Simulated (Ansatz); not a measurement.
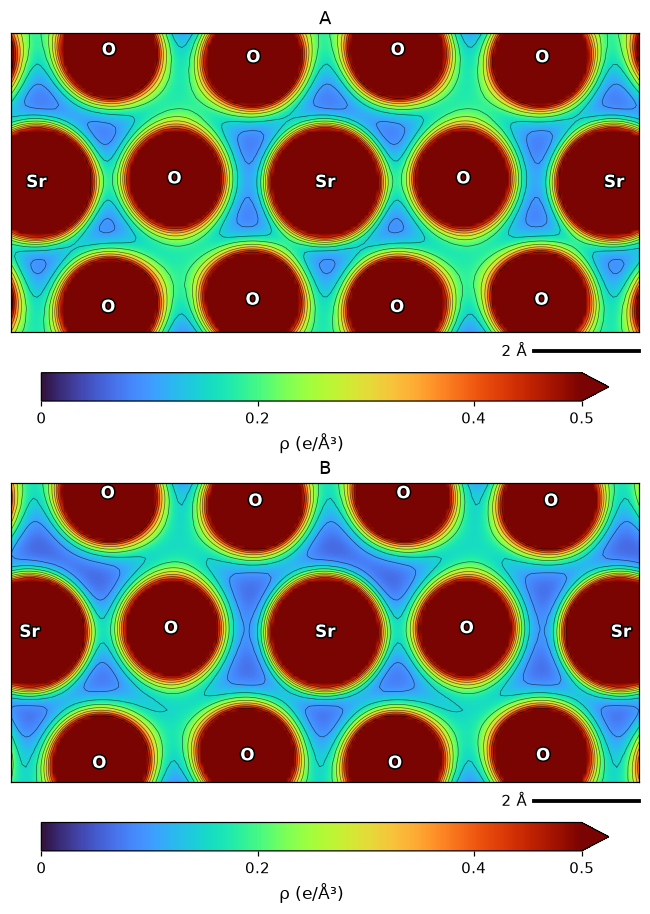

SrTiO3. The valence electron density of two cells that differ in size and shape, on the (101̄) plane of each (indices in the axes of the calculation cell), at one length scale and on one colour scale; one has 11.8 and the other 12.9 Å³ an atom.

The calculation used DFT PBE, scalar-relativistic, plane waves, PAW (Ansatz 0.2.0).

The larger cell:

```
Sr Ti O
1.0
    -2.74336    2.84874    4.02566
     2.84874   -2.74336    4.02566
     2.81752    2.81752   -3.95150
Sr Ti O
2 2 6
Cartesian
  0.0634 2.8595 2.0499
  2.8595 0.0634 2.0499
  0.0000 0.0000 0.0000
  0.0527 0.0527 4.0257
  0.0263 0.0263 2.0128
  0.0790 0.0790 6.0385
  1.3464 4.1424 0.0709
  1.5577 1.3125 0.0371
  1.5765 -1.2195 4.0289
  1.3652 1.6104 4.0627
```

The smaller cell: a = 5.513 Å, b = 5.513 Å, c = 5.513 Å, α = 120.16°, β = 120.16°, γ = 89.73°.

**Which is the denser cell? Describe the effect of the change.**

Panel A is the smaller cell, by 9 % in volume. From the larger cell to the smaller, Sr–O goes from 2.70 to 2.64 Å, and the density at its midpoint from 0.17 to 0.19 e/Å³; the pressure goes from −9 to 5 GPa; the Kohn–Sham gap goes from 1.7 eV to 2.0 eV.

PAW datasets: the set soft_1.
